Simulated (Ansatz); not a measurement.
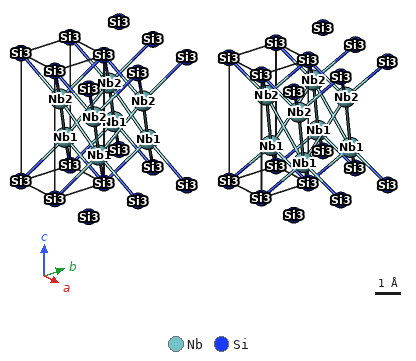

Two geometries of crystalline Nb$_{2}$Si (a generated structure, set up in P-3m1) (coarse preliminary run), drawn at one scale. One is the start of a relaxation, the other its converged end. The picture is a ball-and-stick view of the cell of the calculation, repeated 2 × 2 × 1 with one cell outlined, seen slightly off an axis.

Computed with DFT PBEsol, scalar-relativistic, plane waves, PAW in Ansatz. Settings: plane-wave cutoff 420 eV; k-point mesh 6 × 6 × 4; occupations gaussian; smearing width 0.1 eV; no spin polarisation; cell and atoms relaxed; force threshold 0.05 eV/Å; at most 60 steps.

> Which one is relaxed?

The left one is the relaxed one. Case: C → Si, Ta → Nb on all its sites, cell and atoms relaxed. Over 5 accepted moves (6 points after the start) the energy falls by 718 meV per atom. Largest force component: 6.2 eV/Å at the start, 0.042 eV/Å at the end. Pressure: 47.13 GPa at the start and 0.10 GPa at the end. At 1 point the geometry stayed and the basis and grid were re-selected for the new cell (energy shift of 0.6 meV per atom at most each time). The largest moves relative to the cell, 0.28 Å, are those of Nb1 and Nb2. Nb2 goes along −c. Si stays in place. Cell: a = b 3.211 → 3.356 Å (+4.5 %), c 5.105 → 5.295 Å (+3.7 %). Volume +13.4 %. Some distances before and after: Nb1–Nb2 3.178 → 3.776 Å, Nb1–Nb2 (another image) 3.131 → 2.824 Å, Nb1–Si3 2.259 → 2.526 Å, Nb1–Nb1 3.211 → 3.356 Å. Bond angles that change, for instance: Nb2–Nb1–Si3 161.2° → 173.2°, Nb2–Nb1–Nb2 61.7° → 72.9°, Nb1–Si3–Nb2 89.4° → 96.7°. The space group stays P-3m1 (No. 164).
